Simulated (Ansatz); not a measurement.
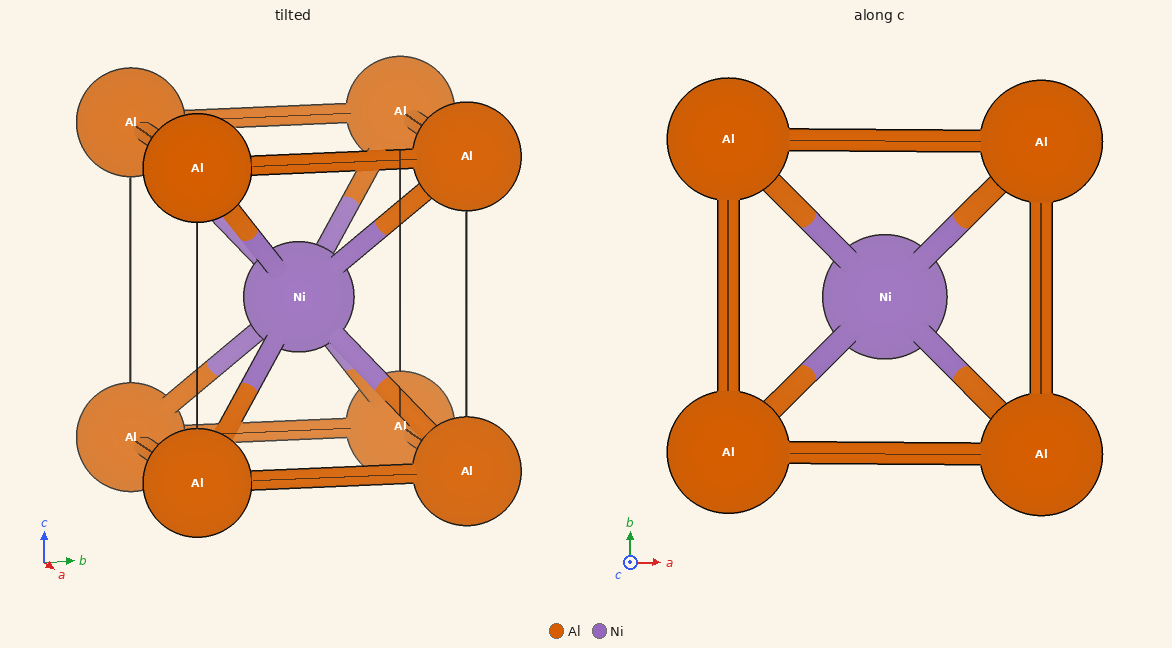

The figure gives a ball-and-stick picture of the atoms, viewed slightly off an axis and along the c axis. The frame is the simulation cell; atoms at its boundary are shown with their periodic copies.

Input used:
```yaml
crystal:
  lattice:
    - [1.89992012, -1.914126347, 0.0]
    - [1.89992012, 1.914126347, 0.0]
    - [0.0, 0.0, 3.0994300413]
  atoms:
    - { symbol: Al, position: [0.0, 0.0, 0.0] }
    - { symbol: Ni, position: [0.5, 0.5, 0.5] }
basis:
  ecutwfc: 500
kpoints:
  mp_grid: { grid: [18, 18, 16] }
hamiltonian:
  xc: r2scan
scf:
  occupations: { method: gaussian, width: 0.15 }
output:
  forces: true
  stress: true
  eigenvalues: true
```
Run as:
```sh
ansatz run input.yaml --threads 1 --pin off --max-ram 2560MiB --backend cpu --events-out ev --progress --plain --runs-dir out
```

Level of theory and settings: Ansatz 0.2.0, DFT r2SCAN, scalar-relativistic, plane waves, PAW, plane-wave cutoff 500 eV, k-points on an 18×18×16 grid, Gaussian smearing of 0.15 eV, no spin polarisation (a spin-restricted run, not always the ground state).

**What does the calculation say: metal or gapped?**

A metal: bands cross the Fermi level.

**How far is the cell from zero pressure?**

The computed pressure is 8.7 GPa (compressed: it would expand). The stress isn't hydrostatic: its largest component is 12.4 GPa.

Its origin is a structure listed in the Materials Project. The cell was then strained or its atoms displaced on purpose. It was run through Ansatz as a DFT input.

At this level of theory the cell isn't at rest (compressed, at 9 GPa), so its distances can differ from those at equilibrium, the more so the softer the solid.
